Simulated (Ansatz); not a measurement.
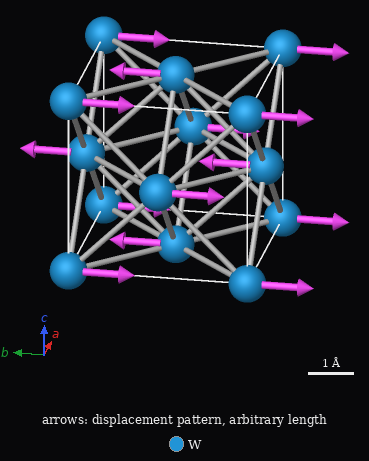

The lowest mode of crystalline W, space group Fm-3m (No. 225), at the zone centre of a doubled cell. The pink arrows are the displacements of the atoms (eigenvector over the root of the mass), of arbitrary overall length and sign. A ball-and-stick model of the conventional cell (2 times the calculation's cell), seen from a free direction. Lengths and directions refer to the drawn axes.

All numbers below come from DFT PBEsol, scalar-relativistic, plane waves, PAW in Ansatz. Set-up: plane-wave cutoff 420 eV; k-point mesh 16 × 16 × 12; occupations gaussian; smearing width 0.15 eV; no spin polarisation.

### Is the structure stable against all modes at this point?

Yes: this softest mode has a real frequency, and so have all others here. That speaks for this wave vector alone: the rest of the zone wasn't checked in this run. This is a doubly degenerate mode (one member of the set is drawn) at 88 cm⁻¹, the lowest level (the three translations aside). All motion is along b; atoms of one kind move against one another, with no net shift of their sublattice. It changes sign from one half of the doubled cell to the other: it belongs to the zone boundary, q = (0, 1/2, 1/2) in the reciprocal vectors of the undoubled cell.
